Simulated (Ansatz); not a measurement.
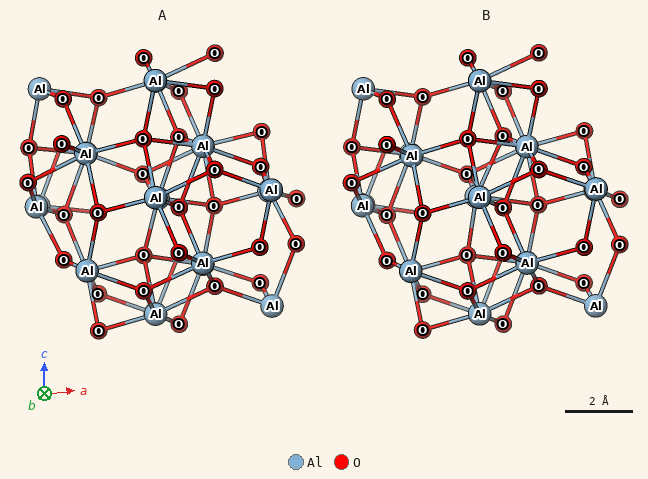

Two geometries of a defect cell of composition Al₁₆O₂₃ (cell charge +1), drawn at one scale. One is the start of a relaxation, the other its converged end. The picture is a ball-and-stick view of the atoms within 5.0 Å of the atom that moves most (axes of the cell of the calculation (origin shifted)), seen along the b axis.

Computed with DFT PBEsol, scalar-relativistic, plane waves, PAW (Ansatz 0.2.0). Set-up: plane-wave cutoff 420 eV; k-point mesh 2 × 2 × 2; occupations gaussian; smearing width 0.01 eV; mesh shifted by (0.5, 0.5, 0.5); collinear spin; atoms relaxed in a fixed cell; force threshold 0.025 eV/Å; at most 45 steps.

### Which geometry has the lower energy?

Structure A is the relaxed one. Case: O vacancy (site e), charge +1, atoms relaxed at the host's cell. The largest moves, 0.20 Å, are those of Al atoms. Largest moves by element: Al 0.20 Å, O 0.05 Å. The cell stays as it was. Among the contacts that change: Al–O 2.070 → 1.891 Å, Al–O 1.986 → 1.943 Å, Al–O 1.845 → 1.803 Å, Al–O 1.951 → 1.993 Å. Bond angles that change, for instance: O–Al–O 159.0° → 168.4°, Al–O–Al 91.5° → 100.5°, O–Al–O 87.5° → 94.6°. Over 4 geometry steps the energy falls by 0.896 eV per cell of the calculation. Largest force component: 2.3 eV/Å at the start, 0.011 eV/Å at the end.

Limits of the set-up: the periodic images lie only 7.0 Å apart, so the values are limited by the cell's size; the cell is charged, on a uniform background, and energies carry no finite-size correction.
